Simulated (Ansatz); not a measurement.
A series of calculations on H14CO8

**1. Relaxation**

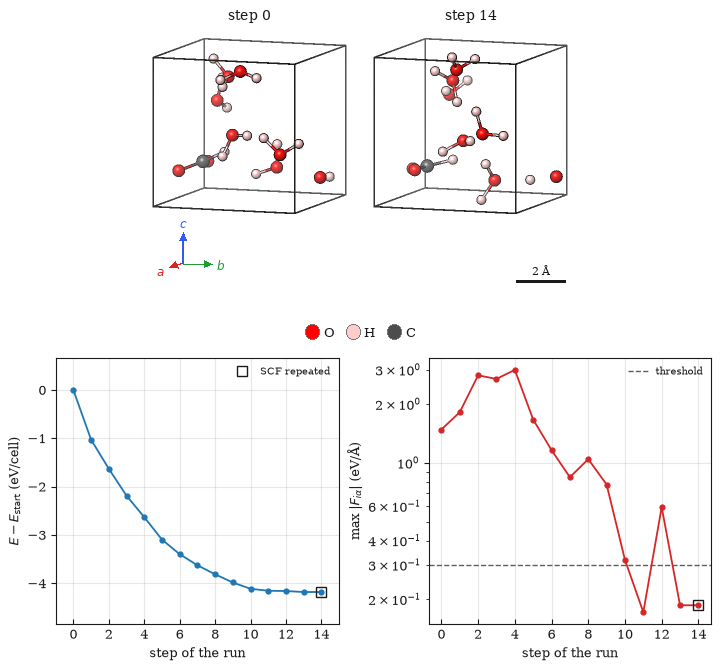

First and last geometry of a relaxation of an amorphous cell of composition H14CO8, with the history of the run. A ball-and-stick model of the cell of the calculation, seen slightly off an axis.

The cell holds 6 H2O + 1 HCOOH. The run prepares the start of a later molecular dynamics calculation, from a guessed geometry.

These are results of DFT r2SCAN-D3(BJ), scalar-relativistic, plane waves, PAW (Ansatz 0.2.0), not measurements. Settings: plane-wave cutoff 500 eV; k-point mesh 1 × 1 × 1; occupations fermi dirac; smearing width 0.05 eV; no spin polarisation; atoms relaxed in a fixed cell; force threshold 0.3 eV/Å; at most 15 steps.

Did the run converge, and what did it change?

It converged. The atom that moves furthest is an H atom (1.40 Å along [−1 1 2]). By element the largest moves are H 1.40 Å, O 1.17 Å, C 0.33 Å. The cell doesn't change. Some distances before and after: C–O 1.350 → 1.294 Å, H–O 0.980 → 1.029 Å, H–O 0.969 → 0.987 Å, C–O 1.212 → 1.224 Å. Among the angles between lasting bonds that change: H–O–H 104.0° → 110.5°, C–O–H 106.0° → 112.5°, H–O–H 104.0° → 107.3°. Over 13 accepted moves (14 points after the start) the energy falls by 4.178 eV per cell of the calculation. Largest force component: 1.5 eV/Å at the start, 0.19 eV/Å at the end. 1 step only repeated the SCF at the same geometry. The forces were under the threshold at step 11, but the run went on from there.

| step | E − E(0), meV/atom | largest force component, eV/Å | note |
| --- | --- | --- | --- |
| 0 | 0.00 | 1.4817 |  |
| 1 | -44.69 | 1.8177 |  |
| 2 | -70.80 | 2.8097 |  |
| 3 | -95.03 | 2.6922 |  |
| 4 | -114.31 | 2.9961 |  |
| 5 | -134.50 | 1.6664 |  |
| 6 | -147.64 | 1.1617 |  |
| 7 | -157.56 | 0.8443 |  |
| 8 | -165.73 | 1.0447 |  |
| 9 | -173.08 | 0.7745 |  |
| 10 | -178.75 | 0.3182 |  |
| 11 | -180.52 | 0.1716 |  |
| 12 | -180.79 | 0.5928 |  |
| 13 | -181.66 | 0.1863 |  |
| 14 | -181.66 | 0.1863 | same geometry, SCF repeated |

Limits of the set-up: the program's low-accuracy preset was used; the periodic images lie only 6.2 Å apart, so the values are limited by the cell's size.

**2. Dynamics**

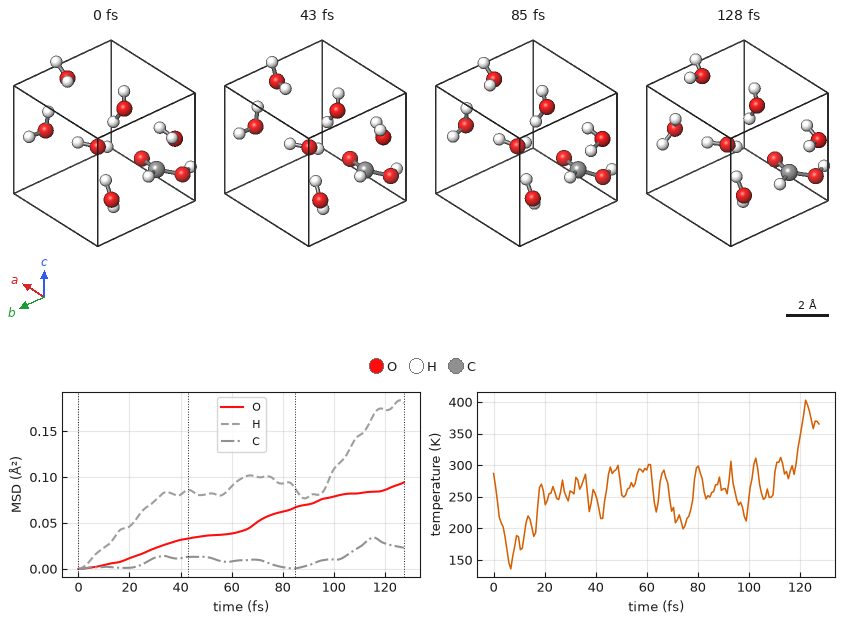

A Born-Oppenheimer molecular dynamics run of a periodic cell with 6 H2O + 1 HCOOH at 1.053 g/cm³, 128 fs long. Frames and the history of the run. A ball-and-stick model of the simulation cell, seen from a free direction.

Computed with Ansatz, DFT r2SCAN-D3(BJ), scalar-relativistic, plane waves, PAW. Settings: plane-wave cutoff 500 eV; k-point mesh 1 × 1 × 1; Fermi-Dirac smearing 0.05 eV; low-accuracy preset; Langevin thermostat (NVT); set temperature 300 K; time step 0.75 fs; friction 0.02 per fs.

Input
```yaml
accuracy: low
crystal:
  lattice:
    - [6.240251, 0.0, 0.0]
    - [0.0, 6.240251, 0.0]
    - [0.0, 0.0, 6.240251]
  atoms:
    - { symbol: O, position: [0.43446151, 0.35168678, 0.79014699] }
    - { symbol: H, position: [0.50200622, 0.40554291, 0.65749324] }
    - { symbol: H, position: [0.53912994, 0.26395586, 0.86269284] }
    - { symbol: O, position: [0.92358589, 0.73785368, 0.51124072] }
    - { symbol: H, position: [0.94228507, 0.89176275, 0.50799889] }
    - { symbol: H, position: [0.93785813, 0.69866389, 0.66106354] }
    - { symbol: O, position: [0.59681368, 0.48501804, 0.413218] }
    - { symbol: H, position: [0.72409683, 0.57875756, 0.43118065] }
    - { symbol: H, position: [0.63583535, 0.35337575, 0.3389692] }
    - { symbol: O, position: [0.29948726, 0.59869486, 0.11657527] }
    - { symbol: H, position: [0.36032614, 0.52635072, -0.01069325] }
    - { symbol: H, position: [0.40025366, 0.5715103, 0.23543927] }
    - { symbol: O, position: [0.8902263, 0.5427374, 0.92849979] }
    - { symbol: H, position: [0.7819489, 0.63414599, 0.99035052] }
    - { symbol: H, position: [1.01064264, 0.55400185, 1.0272737] }
    - { symbol: O, position: [0.0284356, 0.18103699, 0.63831736] }
    - { symbol: H, position: [0.17540254, 0.21017954, 0.68142869] }
    - { symbol: H, position: [-0.0532564, 0.27946169, 0.72673265] }
    - { symbol: O, position: [0.17497389, -0.02348249, 0.1497433] }
    - { symbol: C, position: [0.3117642, 0.1265401, 0.19174137] }
    - { symbol: O, position: [0.50713934, 0.10918809, 0.18957236] }
    - { symbol: H, position: [0.24724876, -0.16925553, 0.12308503] }
    - { symbol: H, position: [0.23052043, 0.27843179, 0.23072269] }
basis:
  ecutwfc: 500.0
kpoints:
  mp_grid: { grid: [1, 1, 1] }
hamiltonian:
  xc: r2scan
  dispersion: d3bj
scf:
  occupations: { method: fermi_dirac, width: 0.05 }
  lower_state_search: "off"
md:
  timestep: 0.75
  n_steps: 170
  ensemble: nvt_langevin
  temperature: 300.0
  initial_velocities: maxwell_boltzmann
  seed: 784027
  friction: 0.02
```

Launched with:
```bash
ansatz run input.yaml --threads 1 --pin off --max-ram 3072MiB --backend cpu --events-out ev --progress --plain --runs-dir out
```

What do the frames and curves show?

In the second half of the run the atoms are, in the root-mean-square, this far from where they began (common drift taken out): H 0.35 Å, O 0.27 Å, C 0.12 Å. The heavy atoms stay within a fraction of a molecule's size of their starting places; so short a run doesn't tell a liquid from a solid. The mean temperature in the second half is 276 K (standard deviation 47 K). The potential energy is still drifting at the end, so the run hasn't reached equilibrium. The potential energy in the second half lies on average 35.7 meV per atom above the first frame.

Limits of the set-up: the program's low-accuracy preset was used; the periodic images lie only 6.2 Å apart, so the values are limited by the cell's size.

The run took 14 min on 1 thread of Intel(R) Xeon(R) 6975P-C (Granite Rapids) (shared host), peak memory 0.68 GiB.

**3. Dynamics**

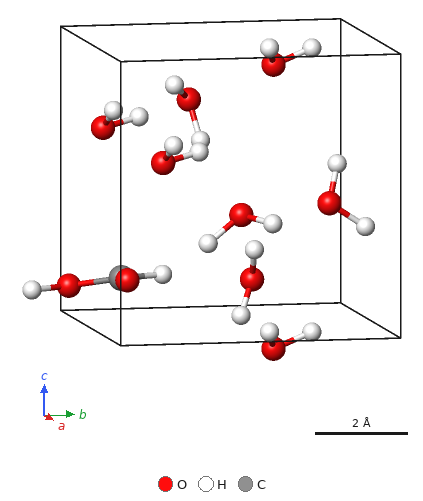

Starting frame of a dynamics run of a periodic cell with 6 H2O + 1 HCOOH at 1.053 g/cm³. It starts from the last geometry of an earlier run, with fresh velocities. A ball-and-stick model of the simulation cell, seen slightly off an axis.

Level of theory: Ansatz 0.2.0, DFT r2SCAN-D3(BJ), scalar-relativistic, plane waves, PAW.

Input
```yaml
accuracy: low
crystal:
  lattice:
    - [6.240251, 0.0, 0.0]
    - [0.0, 6.240251, 0.0]
    - [0.0, 0.0, 6.240251]
  atoms:
    - { symbol: O, position: [0.47601457, 0.35585243, 0.7920066] }
    - { symbol: H, position: [0.53302461, 0.38506068, 0.65459991] }
    - { symbol: H, position: [0.59426974, 0.27917431, 0.85984644] }
    - { symbol: O, position: [1.00398806, 0.74494858, 0.48202554] }
    - { symbol: H, position: [0.99863006, 0.87447877, 0.39605041] }
    - { symbol: H, position: [0.95123153, 0.78372132, 0.61368243] }
    - { symbol: O, position: [0.65658179, 0.50474915, 0.40388799] }
    - { symbol: H, position: [0.79901579, 0.58659699, 0.38886691] }
    - { symbol: H, position: [0.69405723, 0.37817484, 0.31183981] }
    - { symbol: O, position: [0.3356236, 0.61193256, 0.13487707] }
    - { symbol: H, position: [0.40873725, 0.55679368, 0.01851724] }
    - { symbol: H, position: [0.43955593, 0.59791579, 0.2526358] }
    - { symbol: O, position: [0.87795468, 0.57219503, 0.95904387] }
    - { symbol: H, position: [0.85977128, 0.7128779, 1.01171137] }
    - { symbol: H, position: [1.00280889, 0.53111917, 1.03443354] }
    - { symbol: O, position: [-0.02973423, 0.15797713, 0.63523298] }
    - { symbol: H, position: [0.09896048, 0.1677903, 0.71212374] }
    - { symbol: H, position: [-0.08082298, 0.29759613, 0.66386908] }
    - { symbol: O, position: [0.20651772, -0.014852, 0.1131889] }
    - { symbol: C, position: [0.33608253, 0.14555883, 0.15199382] }
    - { symbol: O, position: [0.52967134, 0.12496537, 0.16871168] }
    - { symbol: H, position: [0.27815519, -0.1619643, 0.11113046] }
    - { symbol: H, position: [0.25732675, 0.30908622, 0.15066539] }
basis:
  ecutwfc: 500.0
kpoints:
  mp_grid: { grid: [1, 1, 1] }
hamiltonian:
  xc: r2scan
  dispersion: d3bj
scf:
  occupations: { method: fermi_dirac, width: 0.05 }
  lower_state_search: "off"
md:
  timestep: 0.75
  n_steps: 220
  ensemble: nvt_langevin
  temperature: 300.0
  initial_velocities: maxwell_boltzmann
  seed: 493544
  friction: 0.01
```

Run as
```bash
ansatz run input.yaml --threads 1 --pin off --max-ram 3072MiB --backend cpu --events-out ev --progress --plain --runs-dir out
```

Question: What does the trajectory do?

Answer: The mean temperature in the second half is 297 K (standard deviation 43 K). The potential energy in the second half lies on average 2.7 meV per atom below the first frame. In the second half of the run the atoms are, in the root-mean-square, this far from where they began (common drift taken out): H 0.51 Å, C 0.33 Å, O 0.32 Å. The heavy atoms stay within a fraction of a molecule's size of their starting places; so short a run doesn't tell a liquid from a solid. Bond changes: one H–O bond forms at about 135 fs.

Along the run (each row but the first and the last is the mean over the interval that it begins):

```
time (fs)  potential energy (meV/atom)  T (K)
      0.0                          0.0    287
     20.2                         -2.4    320
     40.5                         -0.9    311
     60.8                         -1.5    294
     81.0                          0.0    281
    101.2                         -1.9    308
    121.5                         -4.3    334
    141.8                         -3.0    267
    162.0                         -7.2    252
```

The paths of the atoms:

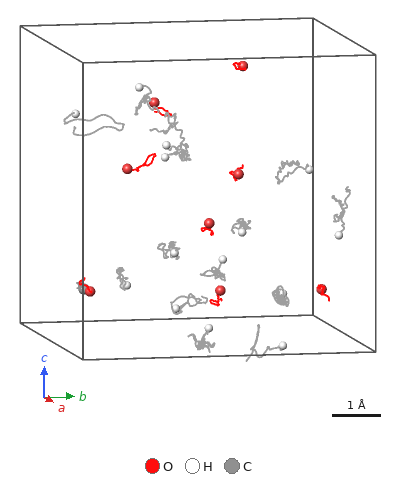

Limits of the set-up: the program's low-accuracy preset was used; the periodic images lie only 6.2 Å apart, so the values are limited by the cell's size.

Cost: 17 min on 1 thread of Intel(R) Xeon(R) 6975P-C (Granite Rapids), with other jobs on the host, peak memory 0.68 GiB.
